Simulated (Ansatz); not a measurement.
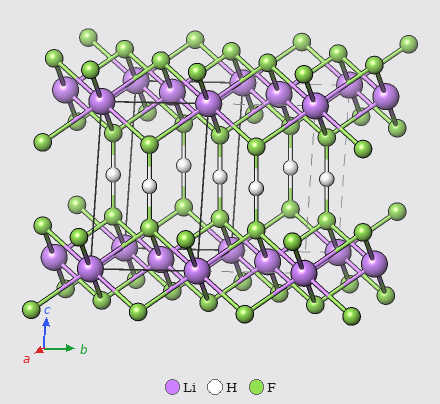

LiHF₂: the input geometry of an electronic-structure calculation (not necessarily at equilibrium).

Bonds are taken as F–H below 1.3 Å and F–Li below 2.2 Å. The graph is simplified in the usual way: terminal and isolated atoms are pruned, two-connected atoms become edges.

What kind of net remains, and which atoms are its nodes?

Answer. A binodal (4,6)-connected, three-periodic net: F is a 4-connected node; Li is a 6-connected node, in the ratio 2:1. H becomes part of the edges.

Is the net interpenetrated?

Answer. It is a single net, without interpenetration.

How many nodes does the smallest cycle have?

Answer. Four.

Give the point symbol of each node (shortest cycle at each angle).

Answer. F: 4³·6³; Li: 4⁶·6⁶·8³.
